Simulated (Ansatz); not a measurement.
**What a change does: single-point calculation on Cu**

System: Cu (1 atom in the cell).
Method of run 1: DFT r2SCAN, scalar-relativistic, plane waves, PAW, no spin polarisation (Ansatz 0.2.0).

The structure derives from an entry of the Crystallography Open Database. Text and figures count atoms from 1; the logs count them from 0 in places.

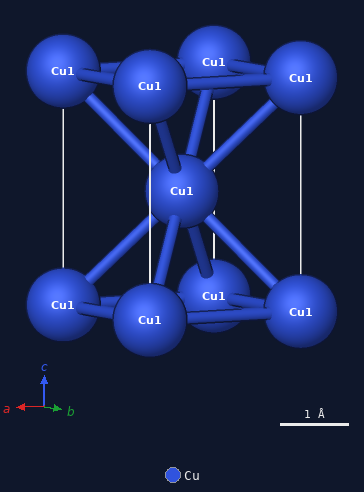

**Figure 1.** The input geometry (ball-and-stick view of the cell 2 times as large as that of the calculation, set on its symmetry axes, seen at an oblique angle; atoms are numbered from 1 in the order of the input). An atom can appear more than once, as a periodic image.

**The input, run 1**
```yaml
crystal:
  lattice:
    - [0.0, 1.8346125, 1.753275]
    - [1.8346125, 0.0, 1.753275]
    - [1.8346125, 1.8346125, 0.0]
  atoms:
    - { symbol: Cu, position: [0.0, 0.0, 0.0] }
basis:
  ecutwfc: 500
kpoints:
  mp_grid: { grid: [22, 22, 22] }
hamiltonian:
  xc: r2scan
scf:
  occupations: { method: gaussian, width: 0.15 }
output:
  forces: true
  stress: true
  eigenvalues: true
```

Launched with:
```bash
ansatz run input.yaml --threads 1 --pin off --max-ram 2560MiB --backend cpu --events-out ev --progress --plain --runs-dir out
```

Hardware: 1 thread of Intel Xeon @ 2.50GHz (Skylake/Cascade Lake), 189 GiB of memory available, shared host.

**Output, shortened to warnings, some set-up lines, iterations and results (run 1)**
```
Basis set: ecut = 500 eV, 315 PW (Γ), exchange–correlation on 80×80×80 points (64 copies of the dense FFT grid, shifted against one another)
Symmetry: 16 space group operations
k-points: 834 of 10648
Initial density: superposition of atomic densities (neutral atoms: chi_scale 0, normalization atom), corrected by the library's trained network
[...]
SCF iter   1: F=—  HF=-6631.251561 eV  |F-HF|=—  |Δ(HF+E_count)|=         —  Δρ=4.05e-2  dr2=1.06e-1  dr2_τ=8.39e-4  ethr=1.77e-3  ⟨swp⟩=5.0  Hψ=57432  notcnv=0
SCF iter   2: F=—  HF=-6631.264589 eV  |F-HF|=—  |Δ(HF+E_count)|=   1.30e-2  Δρ=4.06e-2  dr2=1.05e-1  dr2_τ=1.12e-3  ethr=5.58e-4  ⟨swp⟩=2.2  Hψ=26310  notcnv=0  defer=325
SCF iter   3: F=—  HF=-6631.232419 eV  |F-HF|=—  |Δ(HF+E_count)|=   3.22e-2  Δρ=3.26e-3  dr2=7.24e-4  dr2_τ=5.40e-6  ethr=5.54e-4  ⟨swp⟩=2.2  Hψ=19843  notcnv=0  defer=325
SCF iter   4: F=—  HF=-6631.232352 eV  |F-HF|=—  |Δ(HF+E_count)|=   6.66e-5  Δρ=7.00e-4  dr2=4.17e-5  dr2_τ=8.41e-7  ethr=3.81e-6  ⟨swp⟩=1.9  Hψ=15563  notcnv=0  defer=325
SCF iter   5: F=—  HF=-6631.232351 eV  |F-HF|=—  |Δ(HF+E_count)|=   1.22e-6  Δρ=1.42e-4  dr2=1.61e-6  dr2_τ=2.62e-8  ethr=2.19e-7  ⟨swp⟩=2.2  Hψ=15361  notcnv=0  defer=325
SCF iter   6: F=-6631.232355 eV  HF=-6631.232355 eV  |F-HF|=4.27e-8  |Δ(HF+E_count)|=   3.32e-6  Δρ=2.53e-5  dr2=4.68e-8  dr2_τ=5.55e-10  ethr=5.26e-10  ⟨swp⟩=4.7  Hψ=54599  …
SCF 1 converged in 6 iterations: F = -6631.232355 eV  dr2 = 4.68e-8
SCF converged after 6 iterations
Free energy (F): -6631.232355 eV
Harris-Foulkes:  -6631.232355 eV  (|F-HF|=4.27e-8)
Internal energy: -6631.229698 eV  (E = F + TS)
E sigma→0 (E₀):  -6631.231026 eV
Entropy (-TS):   -0.002656 eV (-2.656 meV/atom)
Fermi energy:    16.575868 eV
--- Per-component energies (eV) ---
  E_band       = -385.961193
  E_kinetic    = 299.634853
  E_local      = -4059.989039  (includes V_loc(G=0)·N_el)
  E_nonlocal   = 395.700921
  E_hartree    = 1792.996003
  E_xc         = -83.638653
  E_vxc        = -124.422399  (∫ρ·V_xc dr)
  E_paw        = -1678.507068  (= ΣΔE_a)
  E_vpaw       = -491.848730  (= ΣTr[D̂ρ^β])
  E_aug_tail   = 0.000141  (compensation charges beyond the density's cutoff)
  E_vtau       = 8.952880  (kinetic-family band-sum trace: ∫τ·v_τ [+ j·A + Jᵃ·Aᵃ] dr)
  E_ewald      = -3297.125748
  E_core_change = -0.301108  (= ΣΔE_core)
  E_smearing   = -0.002656  (= −TS)
  E_closure    = 0.000000  (closes the sum)
  Σ components = -6631.232355   (vs F -6631.232355, Δ=0.00e0)
--- Forces (eV/Å), atoms counted from 1 ---
  atom   1  Cu    -0.00000000    -0.00000000     0.00000000
  max |Σ_I F_I| component: 2.28e-31 eV/Å
--- Stress (GPa, compression-positive) ---
       -5.373661      -0.000000       0.000000
       -0.000000      -5.373661       0.000000
        0.000000       0.000000      -3.198391
  P = ⅓ Tr σ = -4.6486 GPa (-46.486 kbar)
```

The input of run 2 differs as follows (lines with − go, lines with + come):
```diff
-    - [0.0, 1.8346125, 1.753275]
-    - [1.8346125, 0.0, 1.753275]
+    - [0.0, 1.8346125, 1.861725]
+    - [1.8346125, 0.0, 1.861725]
```

What does this change do to the results?

With the same functional and potentials, run 2 lies 36.4 meV per atom higher. The pressure goes from −4.65 to −11.79 GPa. The volume per atom goes from 11.80 to 12.53 Å³. The number of SCF iterations is the same. The plane waves at Γ go from 315 to 331.

**Output, shortened to warnings, some set-up lines, iterations and results (run 2)**
```
Basis set: ecut = 500 eV, 331 PW (Γ), exchange–correlation on 80×80×80 points (64 copies of the dense FFT grid, shifted against one another)
Symmetry: 16 space group operations
k-points: 834 of 10648
Initial density: superposition of atomic densities (neutral atoms: chi_scale 0, normalization atom), corrected by the library's trained network
[...]
SCF iter   1: F=—  HF=-6631.216333 eV  |F-HF|=—  |Δ(HF+E_count)|=         —  Δρ=4.05e-2  dr2=1.14e-1  dr2_τ=1.01e-3  ethr=1.77e-3  ⟨swp⟩=5.0  Hψ=56827  notcnv=0
SCF iter   2: F=—  HF=-6631.234025 eV  |F-HF|=—  |Δ(HF+E_count)|=   1.77e-2  Δρ=4.37e-2  dr2=1.31e-1  dr2_τ=1.17e-3  ethr=6.01e-4  ⟨swp⟩=2.1  Hψ=26049  notcnv=0  defer=324
SCF iter   3: F=—  HF=-6631.196208 eV  |F-HF|=—  |Δ(HF+E_count)|=   3.78e-2  Δρ=7.30e-4  dr2=1.73e-5  dr2_τ=9.64e-6  ethr=6.01e-4  ⟨swp⟩=2.3  Hψ=20232  notcnv=0  defer=324
SCF iter   4: F=—  HF=-6631.196005 eV  |F-HF|=—  |Δ(HF+E_count)|=   2.03e-4  Δρ=1.19e-3  dr2=1.19e-4  dr2_τ=1.33e-6  ethr=9.11e-8  ⟨swp⟩=2.1  Hψ=21529  notcnv=0  defer=324
SCF iter   5: F=—  HF=-6631.195995 eV  |F-HF|=—  |Δ(HF+E_count)|=   1.03e-5  Δρ=1.55e-4  dr2=2.27e-6  dr2_τ=3.77e-8  ethr=9.11e-8  ⟨swp⟩=2.0  Hψ=15962  notcnv=0  defer=324
SCF iter   6: F=-6631.195999 eV  HF=-6631.195999 eV  |F-HF|=3.02e-8  |Δ(HF+E_count)|=   4.67e-6  Δρ=2.44e-5  dr2=4.37e-8  dr2_τ=9.28e-10  ethr=5.26e-10  ⟨swp⟩=4.8  Hψ=57102  …
SCF 1 converged in 6 iterations: F = -6631.195999 eV  dr2 = 4.37e-8
SCF converged after 6 iterations
Free energy (F): -6631.195999 eV
Harris-Foulkes:  -6631.195999 eV  (|F-HF|=3.02e-8)
Internal energy: -6631.193283 eV  (E = F + TS)
E sigma→0 (E₀):  -6631.194641 eV
Entropy (-TS):   -0.002717 eV (-2.717 meV/atom)
Fermi energy:    15.319881 eV
--- Per-component energies (eV) ---
  E_band       = -406.525551
  E_kinetic    = 298.945327
  E_local      = -4170.174451  (includes V_loc(G=0)·N_el)
  E_nonlocal   = 396.449955
  E_hartree    = 1838.175172
  E_xc         = -83.083701
  E_vxc        = -123.571405  (∫ρ·V_xc dr)
  E_paw        = -1679.321517  (= ΣΔE_a)
  E_vpaw       = -493.388563  (= ΣTr[D̂ρ^β])
  E_aug_tail   = 0.000126  (compensation charges beyond the density's cutoff)
  E_vtau       = 8.880728  (kinetic-family band-sum trace: ∫τ·v_τ [+ j·A + Jᵃ·Aᵃ] dr)
  E_ewald      = -3231.883086
  E_core_change = -0.301108  (= ΣΔE_core)
  E_smearing   = -0.002717  (= −TS)
  E_closure    = 0.000000  (closes the sum)
  Σ components = -6631.195999   (vs F -6631.195999, Δ=0.00e0)
--- Forces (eV/Å), atoms counted from 1 ---
  atom   1  Cu    -0.00000000     0.00000000     0.00000000
  max |Σ_I F_I| component: 1.97e-31 eV/Å
--- Stress (GPa, compression-positive) ---
      -11.547746      -0.000000       0.000000
       -0.000000     -11.547746       0.000000
        0.000000       0.000000     -12.272859
  P = ⅓ Tr σ = -11.7895 GPa (-117.895 kbar)
```

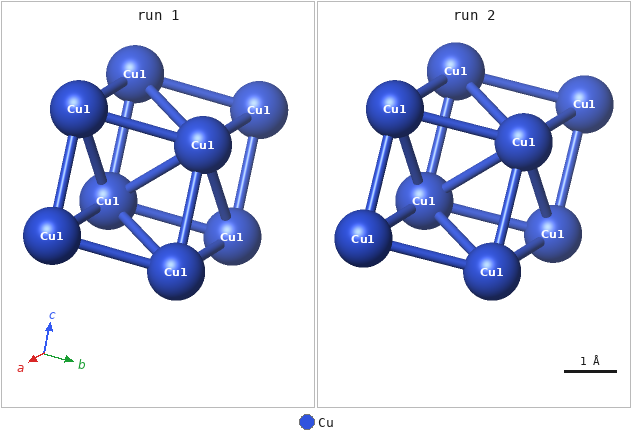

**Figure 2.** The two input geometries at one scale (ball-and-stick view of the reduced cell, seen slightly off an axis). The atoms keep their places relative to the cell (all moves are under 0.005 Å). Cell: a = b = c 2.538 → 2.614 Å (+3.0 %), α 92.6° → 89.2°, β 118.5° → 120.5°, γ 118.5° → 120.5°. Volume +6.2 %. Among the contacts that change: Cu1–Cu1 2.538 → 2.614 Å.

**The two runs side by side**

| quantity | run 1 | run 2 |
| --- | --- | --- |
| outcome | converged | converged |
| free energy per atom (eV) | −6631.2324 | −6631.1960 |
| energy per atom, smearing taken to zero (eV) | −6631.2310 | −6631.1946 |
| gap on the mesh (eV) | 0.00 | 0.00 |
| pressure (GPa) | −4.65 | −11.79 |
| volume per atom (Å³) | 11.80 | 12.53 |
| largest force (eV/Å) | 0.000 | 0.000 |
| SCF iterations | 6 | 6 |
| irreducible k-points | 834 | 834 |
| plane waves at Γ | 315 | 331 |
| wall time (shared host) | 33 s | 34 s |

For run 2: The cell is under a tension of 11.8 GPa at this level, so it is not at its equilibrium volume.
